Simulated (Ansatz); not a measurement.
**Geometry relaxation, with input and output: Ir (part 2 of 2)**

The same run, continued: Ir (2 atoms in the cell); DFT r2SCAN, scalar-relativistic, plane waves, PAW, no spin polarisation (Ansatz 0.2.0); cutoff 500 eV, 20×20×14 k-mesh, Gaussian smearing of 0.1 eV. The structure derives from a Materials Project entry. It belongs to a series of runs on one base structure; here: biaxial strain in the a-b plane, c and atoms relaxed: +2.0 %.

Geometry of the input (Å; fractional positions):
```
1.9605  1.9605  0.0000
-1.9605  1.9605  0.0000
0.0000  0.0000  3.7980
Ir 0.0000  0.0000  0.0000
Ir 0.5000  0.5000  0.5000
```

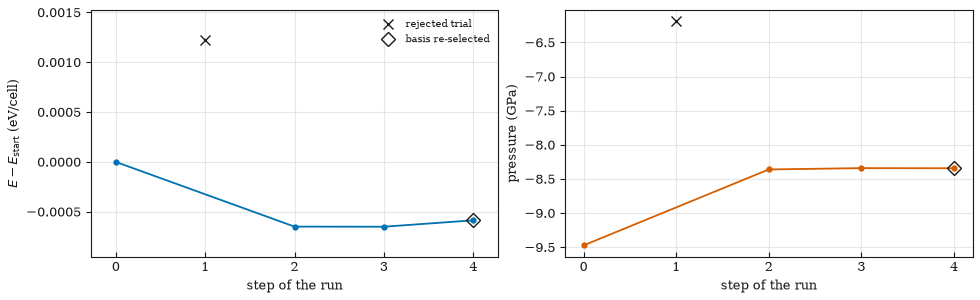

**Figure 1.** Progress of the relaxation, step by step (the first geometry is step 0 here and step 1 in the log). Over 3 geometry steps the energy falls by 0.6 meV per cell of the calculation. All forces vanish by symmetry, so only the cell relaxes. Pressure: −9.47 GPa at the start and −8.34 GPa at the end. The line search rejected the trial step at point 1 (counted from 0) and went back. The atoms keep their places relative to the cell (all moves are under 0.005 Å). Cell: a = b stay at 2.773 Å, c 3.798 → 3.786 Å (−0.3 %). Volume −0.3 %. Distances before and after: Ir1–Ir2 2.729 → 2.725 Å. The space group stays I4/mmm (No. 139). A last SCF at the same geometry on a re-selected plane-wave basis shifts the energy by +0.1 meV per cell of the calculation. (Atoms are counted from 1 in the order of the input.)

```
basis re-selected at this cell: Δ(F+E_penalty+E_count) = +6.419e-5 eV, ΔP = -0.002 GPa vs the last step (what re-selecting the basis moved, of the pressure what is left beyond the Pulay correction that the steps carried, after the strain that the cell walked since its last selection, with what the two solves' SCF thresholds leave and, on support functions, any second-order correction that the steps lacked; it is no measure of the basis error at this ecutwfc). This SCF's stress stands 2.99e-3 GPa from its target on what of the cell is left free (relax.cell.stress_tol is 1.50e-2 GPa) and its largest allowed force component is 2.94e-29 eV/Å (relax.f_tol is 8.00e-3 eV/Å): within both
SCF converged after 5 iterations
Free energy (F): -23897.406903 eV
Harris-Foulkes:  -23897.406903 eV  (|F-HF|=0.00e0)
Internal energy: -23897.398387 eV  (E = F + TS)
E sigma→0 (E₀):  -23897.402645 eV
Entropy (-TS):   -0.008516 eV (-4.258 meV/atom)
Fermi energy:    24.658369 eV
--- Per-component energies (eV) ---
  E_band       = -227.440561
  E_kinetic    = 1244.871551
  E_local      = -2197.245687  (includes V_loc(G=0)·N_el)
  E_nonlocal   = 147.753639
  E_hartree    = 840.444528
  E_xc         = -510.120370
  E_vxc        = -665.958561  (∫ρ·V_xc dr)
  E_paw        = -18499.201027  (= ΣΔE_a)
  E_vpaw       = -479.118570  (= ΣTr[D̂ρ^β])
  E_aug_tail   = -0.000028  (compensation charges beyond the density's cutoff)
  E_vtau       = 41.368048  (kinetic-family band-sum trace: ∫τ·v_τ [+ j·A + Jᵃ·Aᵃ] dr)
  E_ewald      = -4923.267206
  E_core_change = -0.633787  (= ΣΔE_core)
  E_smearing   = -0.008516  (= −TS)
  E_closure    = 0.000000  (closes the sum)
  Σ components = -23897.406903   (vs F -23897.406903, Δ=0.00e0)
--- Forces (eV/Å), atoms counted from 1 ---
  atom   1  Ir     0.00000000    -0.00000000     0.00000000
  atom   2  Ir     0.00000000    -0.00000000    -0.00000000
  max |Σ_I F_I| component: 1.18e-28 eV/Å
--- Stress (GPa, compression-positive) ---
      -12.512413      -0.000000       0.000000
       -0.000000     -12.512413       0.000000
        0.000000       0.000000      -0.002994
  P = ⅓ Tr σ = -8.3426 GPa (-83.426 kbar)
--- Band table (eV; the first three rows and the last of 528) ---
  k-point 0: bands = ["-70.1738", "-70.0793", "-26.7451", "-26.3601", "-26.3601", "-26.0433", "-26.0433", "-26.0106", "13.4750", "16.8392", "17.3399", "20.7051", "20.7051", "21.1536", "23.1374", "23.7191", "25.4575", "26.2102", "26.2102", "26.9680", "36.0620"]
  k-point 1: bands = ["-70.1726", "-70.0805", "-26.7367", "-26.3562", "-26.3562", "-26.0473", "-26.0473", "-26.0206", "13.5566", "16.8767", "17.3762", "20.7475", "20.7475", "21.0867", "23.1625", "23.6537", "25.4231", "26.0730", "26.0730", "26.6052", "36.4185"]
  k-point 2: bands = ["-70.1691", "-70.0840", "-26.7116", "-26.3446", "-26.3446", "-26.0591", "-26.0591", "-26.0500", "13.7984", "16.9814", "17.4842", "20.8745", "20.8745", "20.8943", "23.2366", "23.4633", "25.3227", "25.6971", "25.6971", "25.7034", "37.0422"]
  k-point 527: bands = ["-70.0891", "-70.0891", "-26.5271", "-26.5271", "-26.5271", "-26.5271", "-26.3200", "-26.3200", "18.5808", "18.5808", "19.8132", "19.8132", "19.8132", "19.8132", "22.9627", "22.9627", "25.9587", "25.9587", "32.6394", "32.6394", "34.0281"]
--- Relaxed structure (4 steps of the walk, 3 accepted, 1 SCFs on fresh bases) ---
  F+E_penalty+E_count = -23897.40690281 eV   max|allowed force component| = 2.939e-29 eV/Å   (the final SCF, on the basis selected at the relaxed cell)
  cell:  # Å, volume = 29.1017 Å³
    - [1.9605305544, 1.9605305544, 0.0]
    - [-1.9605305544, 1.9605305544, 0.0]
    - [0.0, 0.0, 3.7856510301408894]
  atoms:
    - { symbol: Ir, position: [0.0, 0.0, 0.0] }
    - { symbol: Ir, position: [0.49999999999999994, 0.49999999999999994, 0.49999999999999994] }
```

**Trajectory as extended XYZ (Å, eV, eV/Å), 5 frames, from step=1 to step=5**
```
2
Lattice="1.9605 1.9605 0.0000 -1.9605 1.9605 0.0000 0.0000 0.0000 3.7980" Properties=species:S:1:pos:R:3:forces:R:3 step=1 energy=-23897.40632 pressure_GPa=-9.47
Ir    0.0000    0.0000    0.0000    0.0000   0.0000   0.0000
Ir    0.0000    1.9605    1.8990    0.0000   0.0000   0.0000
2
Lattice="1.9605 1.9605 0.0000 -1.9605 1.9605 0.0000 0.0000 0.0000 3.7629" Properties=species:S:1:pos:R:3:forces:R:3 step=2 energy=-23897.40509 pressure_GPa=-6.19 accepted=F
Ir    0.0000    0.0000    0.0000    0.0000   0.0000   0.0000
Ir    0.0000    1.9605    1.8814    0.0000   0.0000   0.0000
2
Lattice="1.9605 1.9605 0.0000 -1.9605 1.9605 0.0000 0.0000 0.0000 3.7859" Properties=species:S:1:pos:R:3:forces:R:3 step=3 energy=-23897.40697 pressure_GPa=-8.36
Ir    0.0000    0.0000    0.0000    0.0000   0.0000   0.0000
Ir    0.0000    1.9605    1.8929    0.0000   0.0000   0.0000
2
Lattice="1.9605 1.9605 0.0000 -1.9605 1.9605 0.0000 0.0000 0.0000 3.7857" Properties=species:S:1:pos:R:3:forces:R:3 step=4 energy=-23897.40697 pressure_GPa=-8.34
Ir    0.0000    0.0000    0.0000    0.0000   0.0000   0.0000
Ir    0.0000    1.9605    1.8928    0.0000   0.0000   0.0000
2
Lattice="1.9605 1.9605 0.0000 -1.9605 1.9605 0.0000 0.0000 0.0000 3.7857" Properties=species:S:1:pos:R:3:forces:R:3 step=5 energy=-23897.40690 pressure_GPa=-8.34
Ir    0.0000    0.0000    0.0000    0.0000   0.0000   0.0000
Ir    0.0000    1.9605    1.8928    0.0000   0.0000   0.0000
```

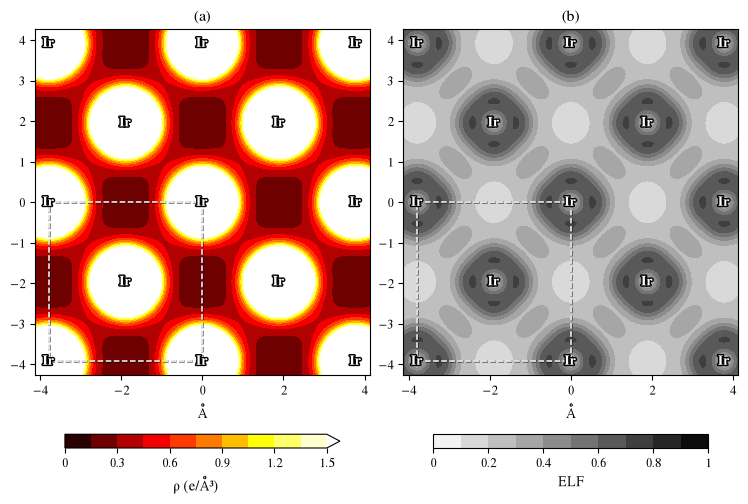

**Figure 2.** (a) valence electron density; (b) ELF on the (110) plane of the conventional cell. Atoms in the plane: Ir. Away from the nuclei the density in this plane falls to 0.16 e/Å³ at its lowest. The strong features right at Ir lie inside the PAW spheres (semicore, d or f shells) and say nothing about bonding. In a PAW calculation such maps are meaningful between the atoms, not at the nuclei.

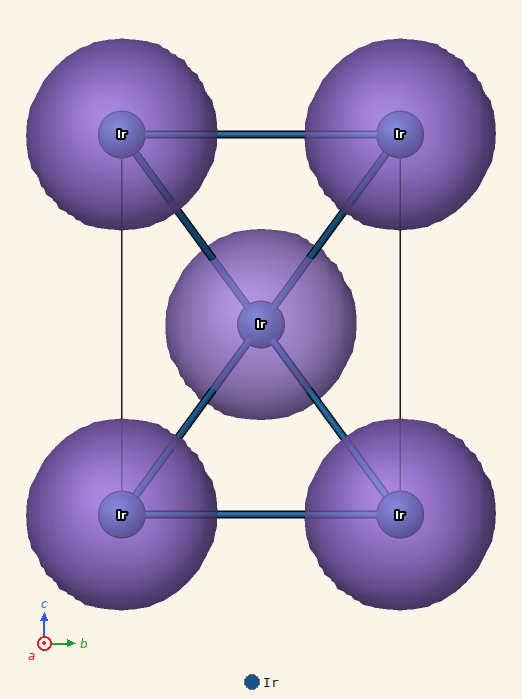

**Figure 3.** Isosurface of the valence electron density at 1 e/Å³ (purple), seen along the a axis. Sticks mark near contacts. The outline is the cell set on symmetry axes. At this value the density breaks into separate islands; it holds about 70 % of the electrons treated as valence (semicore included). It is pinched off along the Ir–Ir (2.73 Å) and Ir–Ir (2.77 Å) contacts. On the grid the lowest density along these lines, outside the cores, is 0.44 e/Å³ (Ir–Ir, 2.73 Å) and 0.4 e/Å³ (Ir–Ir, 2.77 Å).

**Key numbers**

```json
{"quantity": "outcome", "value": "converged"}
{"quantity": "space group (tolerance 0.01 Å)", "value": "I4/mmm (139)"}
{"quantity": "electrons treated", "value": "34"}
{"quantity": "free energy", "value": "−23897.4069 eV"}
{"quantity": "Fermi energy", "value": "24.658 eV"}
{"quantity": "gap on the k-point mesh", "value": "none (metallic)"}
{"quantity": "pressure", "value": "−8.34 GPa"}
{"quantity": "final volume", "value": "29.10 Å³"}
{"quantity": "largest force (length of the vector) at the end", "value": "under 0.001 eV/Å"}
{"quantity": "final cell", "value": "a = 2.773 Å, b = 2.773 Å, c = 3.786 Å, α = 90.00°, β = 90.00°, γ = 90.00°"}
{"quantity": "wall time", "value": "2 min"}
{"quantity": "peak memory", "value": "0.73 GiB"}
```

Spin–orbit coupling is left out, which matters for Ir.
